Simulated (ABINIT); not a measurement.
Run report: Pb, optical-spectrum calculation (part 2 of 2)

Pb (1 atom in the cell); Kohn-Sham DFT of a periodic cell, LDA, PseudoDojo NC SR LDA v0.4.1 standard, no spin polarisation (ABINIT 10.8.3); cutoff 653.07 eV, 10×10×10 k-mesh, fermi-dirac of 0.136 eV. The structure derives from an entry of the Crystallography Open Database.

Geometry of the input (Å; fractional positions):
```
0.0000  2.4750  2.4750
2.4750  0.0000  2.4750
2.4750  2.4750  0.0000
Pb 0.0000  0.0000  0.0000
```

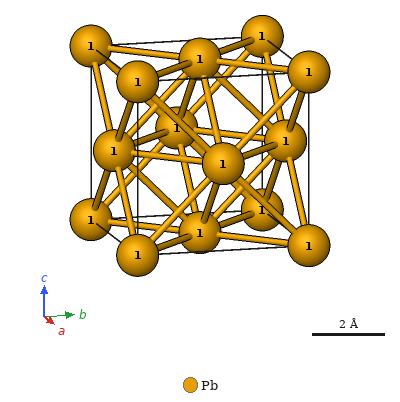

*The structure (ball-and-stick view of the cell 4 times as large as that of the calculation, set on its symmetry axes, seen slightly off an axis; atoms are numbered from 1 in the order of the input).*

### Log, continued
```
--- !ResultsGS
iteration_state: {dtset: 1, }
comment   : Summary of ground state results
lattice_vectors:
- [  0.0000000,   4.6771100,   4.6771100, ]
- [  4.6771100,   0.0000000,   4.6771100, ]
- [  4.6771100,   4.6771100,   0.0000000, ]
lattice_lengths: [   6.61443,    6.61443,    6.61443, ]
lattice_angles: [ 60.000,  60.000,  60.000, ] # degrees, (23, 13, 12)
lattice_volume:   2.0462691E+02
convergence: {deltae:  2.132E-13, res2:  4.427E-14, residm:  2.659E-05, diffor: null, }
etotal    :  -7.02615938E+01
entropy   :   0.00000000E+00
fermie    :   1.90650320E-01
cartesian_stress_tensor: # hartree/bohr^3
- [  8.91793080E-05,   0.00000000E+00,   0.00000000E+00, ]
- [  0.00000000E+00,   8.91793080E-05,   0.00000000E+00, ]
- [  0.00000000E+00,   0.00000000E+00,   8.91793080E-05, ]
pressure_GPa:  -2.6237E+00
xred      :
- [  0.0000E+00,   0.0000E+00,   0.0000E+00, Pb]
cartesian_forces: # hartree/bohr
- [ -0.00000000E+00,  -0.00000000E+00,  -0.00000000E+00, ]
force_length_stats: {min:   0.00000000E+00, max:   0.00000000E+00, mean:   0.00000000E+00, }
...

 Integrated electronic density in atomic spheres:
 ------------------------------------------------
 Atom  Sphere_radius  Integrated_density
    1        2.00000         10.05401278
================================================================================

 ----iterations are completed or convergence reached----

 Mean square residual over all n,k,spin=   48.274E-09; max=  26.587E-06
 reduced coordinates (array xred) for    1 atoms
       0.000000000000      0.000000000000      0.000000000000
 rms dE/dt=  0.0000E+00; max dE/dt=  0.0000E+00; dE/dt below (all hartree)
    1       0.000000000000      0.000000000000      0.000000000000

 cartesian coordinates (angstrom) at end:
    1      0.00000000000000     0.00000000000000     0.00000000000000

 cartesian forces (hartree/bohr) at end:
    1     -0.00000000000000    -0.00000000000000    -0.00000000000000
 frms,max,avg= 0.0000000E+00 0.0000000E+00   0.000E+00  0.000E+00  0.000E+00 h/b

 cartesian forces (eV/Angstrom) at end:
    1     -0.00000000000000    -0.00000000000000    -0.00000000000000
 frms,max,avg= 0.0000000E+00 0.0000000E+00   0.000E+00  0.000E+00  0.000E+00 e/A
 length scales=  6.614432332605  6.614432332605  6.614432332605 bohr
              =  3.500206851100  3.500206851100  3.500206851100 angstroms
 Fermi (or HOMO) energy (hartree) =   0.19065   Average Vxc (hartree)=  -0.39733
 Eigenvalues (hartree) for nkpt= 110  k points:
 kpt#   1, nband= 11, wtk=  0.00600, kpt= -0.0500 -0.1000  0.0000 (reduced coord)
  -0.43405   -0.43321   -0.43317   -0.42889   -0.42835   -0.23700    0.40304    0.43837
   0.44908    0.54673    0.63657
      occupation numbers for kpt#   1
   2.00000    2.00000    2.00000    2.00000    2.00000    2.00000    0.00000    0.00000
   0.00000    0.00000    0.00000
 prteigrs : prtvol=0 or 1, do not print more k-points.

--- !EnergyTerms
iteration_state     : {dtset: 1, }
comment             : Components of total free energy in Hartree
kinetic             :  3.43977305649100E+01
hartree             :  1.25666575779574E+01
xc                  : -1.97427545048932E+01
Ewald energy        : -4.80335599839893E+01
psp_core            :  3.02002861448525E+00
local_psp           : -3.82605334388125E+01
non_local_psp       : -1.42078878911454E+01
internal            : -7.02603190614878E+01
'-kT*entropy'       : -1.27474967431812E-03
total_energy        : -7.02615938111621E+01
total_energy_eV     : -1.91191536745376E+03
band_energy         : -4.29800711080398E+00
...

 Cartesian components of stress tensor (hartree/bohr^3)
  sigma(1 1)=  8.91793080E-05  sigma(3 2)=  0.00000000E+00
  sigma(2 2)=  8.91793080E-05  sigma(3 1)=  0.00000000E+00
  sigma(3 3)=  8.91793080E-05  sigma(2 1)=  0.00000000E+00

-Cartesian components of stress tensor (GPa)         [Pressure= -2.6237E+00 GPa]
- sigma(1 1)=  2.62374583E+00  sigma(3 2)=  0.00000000E+00
- sigma(2 2)=  2.62374583E+00  sigma(3 1)=  0.00000000E+00
- sigma(3 3)=  2.62374583E+00  sigma(2 1)=  0.00000000E+00

================================================================================
== DATASET  2 ==================================================================

--- !DatasetInfo
iteration_state: {dtset: 2, }
dimensions: {natom: 1, nkpt: 110, mband: 19, nsppol: 1, nspinor: 1, nspden: 1, mpw: 1167, }
cutoff_energies: {ecut:  24.0, pawecutdg:  -1.0, }
electrons: {nelect:   1.40000000E+01, charge:   0.00000000E+00, occopt:   3.00000000E+00, tsmear:   4.99791000E-03, }
meta: {optdriver: 0, ionmov: 0, optcell: 0, iscf: -3, paral_kgb: 0, }
...

 mkfilename : getden/=0, take file _DEN from output of DATASET   1.

 Exchange-correlation functional for the present dataset will be:
  LDA: Perdew-Wang 92 LSD fit to Ceperley-Alder data - ixc=7
  J.P.Perdew and Y.Wang, PRB 45, 13244 (1992)

 Real(R)+Recip(G) space primitive vectors, cartesian coordinates (Bohr,Bohr^-1):
 R(1)=  0.0000000  4.6771100  4.6771100  G(1)= -0.1069036  0.1069036  0.1069036
 R(2)=  4.6771100  0.0000000  4.6771100  G(2)=  0.1069036 -0.1069036  0.1069036
 R(3)=  4.6771100  4.6771100  0.0000000  G(3)=  0.1069036  0.1069036 -0.1069036
 Unit cell volume ucvol=  2.0462691E+02 bohr^3
 Angles (23,13,12)=  6.00000000E+01  6.00000000E+01  6.00000000E+01 degrees

 getcut: wavevector=  0.0000  0.0000  0.0000  ngfft=  30  30  30
         ecut(hartree)=     24.000   => boxcut(ratio)=   2.05892
--------------------------------------------------------------------------------

================================================================================

--- !BeginCycle
iteration_state: {dtset: 2, }
solver: {iscf: -3, nstep: 120, nline: 4, wfoptalg: 0, }
tolerances: {tolwfr: 1.00E-12, }
...

     iter   Etot(hartree)      deltaE(h)  residm     vres2
 Non-SCF case, kpt    1 ( -0.05000 -0.10000  0.00000), residuals and eigenvalues=
  5.33E-13  2.95E-13  5.04E-13  2.91E-13  5.09E-13  3.54E-13  7.16E-13  4.03E-13
  3.74E-13  6.69E-13  4.72E-13  3.70E-13  9.70E-13  5.46E-13  3.64E-13  5.10E-12
  6.47E-13  2.72E-06  4.95E-06
 -4.3405E-01 -4.3321E-01 -4.3317E-01 -4.2889E-01 -4.2835E-01 -2.3700E-01
  4.0304E-01  4.3837E-01  4.4908E-01  5.4673E-01  6.3657E-01  6.6802E-01
  6.8039E-01  6.8590E-01  7.1345E-01  7.4203E-01  7.4384E-01  8.8630E-01
  8.9466E-01
 prteigrs : prtvol=0 or 1, do not print more k-points.

--- !ResultsGS
iteration_state: {dtset: 2, }
comment   : Summary of ground state results
lattice_vectors:
- [  0.0000000,   4.6771100,   4.6771100, ]
- [  4.6771100,   0.0000000,   4.6771100, ]
- [  4.6771100,   4.6771100,   0.0000000, ]
lattice_lengths: [   6.61443,    6.61443,    6.61443, ]
lattice_angles: [ 60.000,  60.000,  60.000, ] # degrees, (23, 13, 12)
lattice_volume:   2.0462691E+02
convergence: {deltae:  0.000E+00, res2:  0.000E+00, residm:  9.997E-13, diffor:  0.000E+00, }
etotal    :  -7.02615938E+01
entropy   :   0.00000000E+00
fermie    :   1.90650317E-01
cartesian_stress_tensor: null
pressure_GPa: null
xred      :
- [  0.0000E+00,   0.0000E+00,   0.0000E+00, Pb]
cartesian_forces: null
force_length_stats: {min: null, max: null, mean: null, }
...

 Integrated electronic density in atomic spheres:
 ------------------------------------------------
 Atom  Sphere_radius  Integrated_density
    1        2.00000         10.05401275
================================================================================

 ----iterations are completed or convergence reached----

 Mean square residual over all n,k,spin=   43.719E-14; max=  99.975E-14
 reduced coordinates (array xred) for    1 atoms
       0.000000000000      0.000000000000      0.000000000000

 cartesian coordinates (angstrom) at end:
    1      0.00000000000000     0.00000000000000     0.00000000000000
 length scales=  6.614432332605  6.614432332605  6.614432332605 bohr
              =  3.500206851100  3.500206851100  3.500206851100 angstroms
 Eigenvalues (hartree) for nkpt= 110  k points:
 kpt#   1, nband= 19, wtk=  0.00600, kpt= -0.0500 -0.1000  0.0000 (reduced coord)
  -0.43405   -0.43321   -0.43317   -0.42889   -0.42835   -0.23700    0.40304    0.43837
   0.44908    0.54673    0.63657    0.66802    0.68039    0.68590    0.71345    0.74203
   0.74384    0.88630    0.89466
      occupation numbers for kpt#   1
   2.00000    2.00000    2.00000    2.00000    2.00000    2.00000    0.00000    0.00000
   0.00000    0.00000    0.00000    0.00000    0.00000    0.00000    0.00000    0.00000
   0.00000    0.00000    0.00000
 prteigrs : prtvol=0 or 1, do not print more k-points.

--- !EnergyTerms
iteration_state     : {dtset: 2, }
comment             : Components of total free energy in Hartree
kinetic             :  3.43977300057979E+01
hartree             :  1.25666575779574E+01
xc                  : -1.97427545048932E+01
Ewald energy        : -4.80335599839893E+01
psp_core            :  3.02002861448525E+00
local_psp           : -3.82605334388125E+01
non_local_psp       : -1.42078875378986E+01
internal            : -7.02603192673532E+01
'-kT*entropy'       : -1.27474967424299E-03
total_energy        : -7.02615940170274E+01
...

--- !EnergyTermsDC
iteration_state     : {dtset: 2, }
comment             : '"Double-counting" decomposition of free energy'
band_energy         : -4.29800718314532E+00
Ewald energy        : -4.80335599839893E+01
psp_core            :  3.02002861448525E+00
xc_dc               : -2.09487805088377E+01
internal            : -7.02603190614871E+01
'-kT*entropy'       : -1.27474967424299E-03
total_energy_dc     : -7.02615938111613E+01
...

================================================================================
== DATASET  3 ==================================================================

--- !DatasetInfo
iteration_state: {dtset: 3, }
dimensions: {natom: 1, nkpt: 110, mband: 15, nsppol: 1, nspinor: 1, nspden: 1, mpw: 1167, }
cutoff_energies: {ecut:  24.0, pawecutdg:  -1.0, }
electrons: {nelect:   1.40000000E+01, charge:   0.00000000E+00, occopt:   3.00000000E+00, tsmear:   4.99791000E-03, }
meta: {optdriver: 8, wfk_task: 7, }
...

 mkfilename : getwfk/=0, take file _WFK from output of DATASET   2.

 Exchange-correlation functional for the present dataset will be:
  LDA: Perdew-Wang 92 LSD fit to Ceperley-Alder data - ixc=7
  J.P.Perdew and Y.Wang, PRB 45, 13244 (1992)

--------------------------------------------------------------------------------

 Computation of velocity matrix elements (DDK)

 Parameters extracted from the Abinit header:
    ecut:     24.0
    nkpt:    4000
    mband:   19
    nsppol:  1
    nspinor: 1
    useylm:  0
    inclvkb: 2
    bmin: 1, bmax: 19
    Computing diagonal and off-diagonal matrix elements
    Between band index bmin: 1, bmax: 19

== END DATASET(S) ==============================================================
================================================================================

 -outvars: echo values of variables after computation  --------
            acell      6.6144323326E+00  6.6144323326E+00  6.6144323326E+00 Bohr
           etotal1    -7.0261593811E+01
           etotal2    -7.0261593811E+01
           etotal3     0.0000000000E+00
            fcart1    -0.0000000000E+00 -0.0000000000E+00 -0.0000000000E+00
            fcart3     0.0000000000E+00  0.0000000000E+00  0.0000000000E+00
            rprim      0.0000000000E+00  7.0710678120E-01  7.0710678120E-01
                       7.0710678120E-01  0.0000000000E+00  7.0710678120E-01
                       7.0710678120E-01  7.0710678120E-01  0.0000000000E+00
           strten1     8.9179307992E-05  8.9179307992E-05  8.9179307992E-05
                       0.0000000000E+00  0.0000000000E+00  0.0000000000E+00
           strten3     0.0000000000E+00  0.0000000000E+00  0.0000000000E+00
                       0.0000000000E+00  0.0000000000E+00  0.0000000000E+00
 Calculation completed.
```

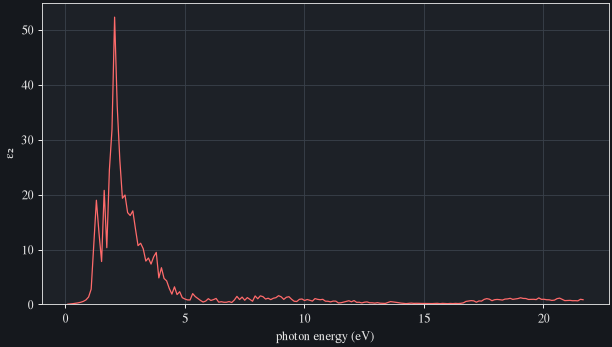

*Imaginary part of the dielectric function (first component that the program prints).*

The highest peak, 52.3, lies at 2.07 eV.

### Results in brief

| quantity | value |
| --- | --- |
| outcome | converged |
| space group (tolerance 0.01 Å) | Fm-3m (225) |
| electrons treated | 14 |
| free energy | −1911.9154 eV |
| Fermi energy | 5.188 eV |
| gap on the k-point mesh | none (metallic) |
| pressure | −2.62 GPa |
| largest force (length of the vector) | under 0.001 eV/Å |
| wall time | 2.2 min |
| peak memory | 1.6 GiB |

### Remarks

Points of doubt noted for this run: cutoff too low for stress; no intraband term. Spin–orbit coupling is left out, which matters for Pb.
